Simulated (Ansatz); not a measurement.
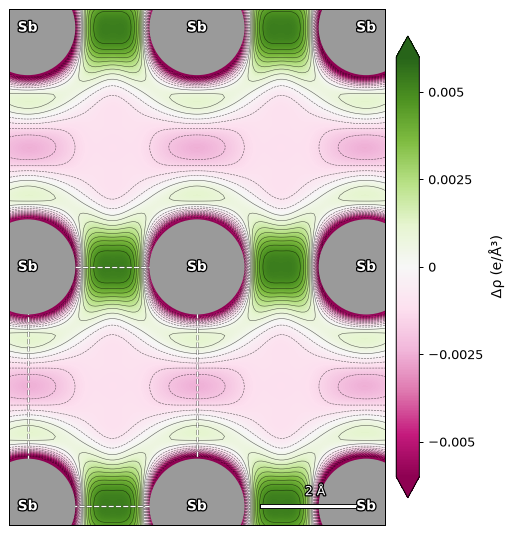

Sb: difference of two self-consistent densities at the same geometry, ρ(r2SCAN) − ρ(PBE), on the (011) plane of the conventional cell. Grey discs cover the cores, where the PAW densities can't be compared. Cores are masked to 0.9 Å (Sb).

Space group Pm-3m. Spin-orbit coupling, left out here, splits and shifts the levels of such heavy elements, by tenths of an eV up to several eV.

Both runs: Ansatz, scalar-relativistic, plane waves and PAW, same cutoff, k-points and PAW files (made with PBE).

Q: What differs between the two levels of theory?

A: Against PBE, and outside the masked cores, the largest gain, 0.005 e/Å³, lies 1.4 Å from an antimony nucleus, and the largest loss lies at the edge of the masked core of Sb. At this volume the pressure is −3 GPa with PBE and −4 GPa with r2SCAN.

Run times: 4 s (r2SCAN) and 3.2 s (base cell), on 1 thread of Arm Neoverse V2, with other jobs on the host.
